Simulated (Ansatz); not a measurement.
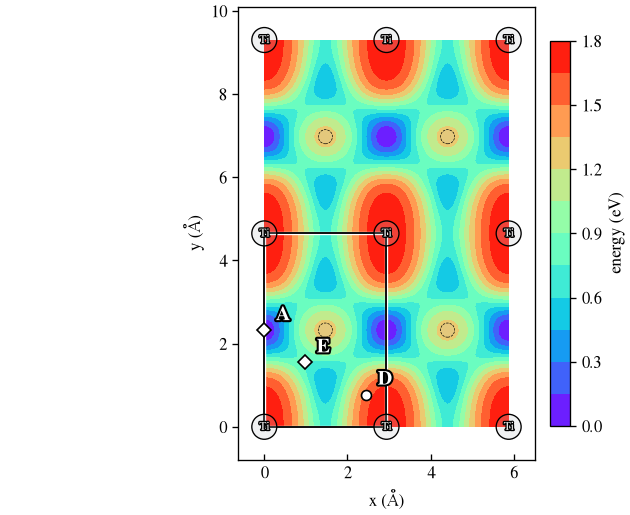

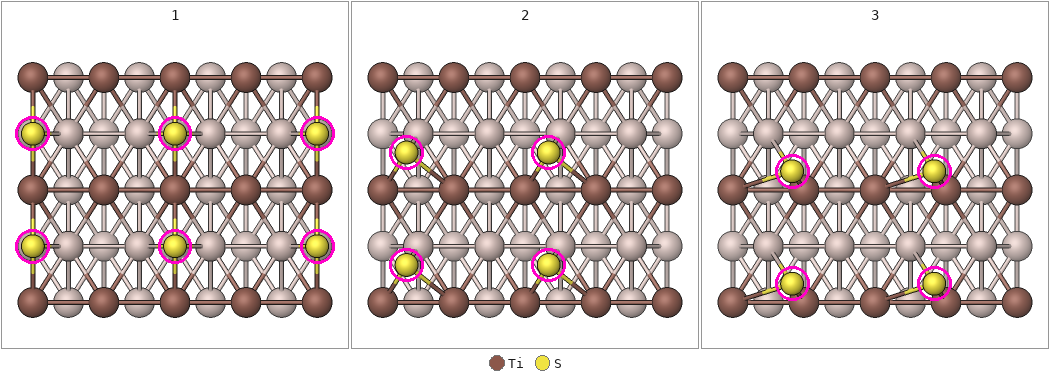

S on a Ti(100) slab cut from the P6_3/mmc phase, its upper half relaxed before the scan (12 atoms of substrate and one adsorbate in a 2 × 1 cell). 
- S is moved over the surface cell; relaxed at each place: the height of the adsorbate's atoms; substrate rigid; the origin of the map has the adsorbate above Ti11.
- Places are given modulo a cell vector. The map is drawn in real space over the plane of the surface.
- Grid: 6 × 6 points; 16 points were computed and 20 follow by symmetry.
- Places are given in fractions of the 1 × 1 surface cell.
- Energies: eV, counted from the lowest grid point.
- Method: DFT PBE, scalar-relativistic, plane waves, PAW in Ansatz 0.2.0. Settings: cutoff 420 eV, k-mesh 5×6×1, gaussian smearing 0.1 eV, no spin polarisation.

In the figure: filled contours, labelled circles for the atoms of the top layer and small ones for the second layer, the outline of one cell of the 2 × 2 shown, lettered points. Between grid points the surface is interpolated. The numbered pictures are the structures at these points, in random order. Rings mark the moved atoms.

### Which structure belongs to which point?

A is structure 1: the trough between two rows of top atoms, (0/6, 3/6) of the cell vectors, 0.00 eV; D is structure 3: (5/6, 1/6) of the cell vectors [nearest 1 Ti at 2.15 Å], 1.54 eV; E is structure 2: (2/6, 2/6) of the cell vectors [nearest 1 Ti at 2.31 Å], 0.75 eV.

PAW datasets: the set soft_1.
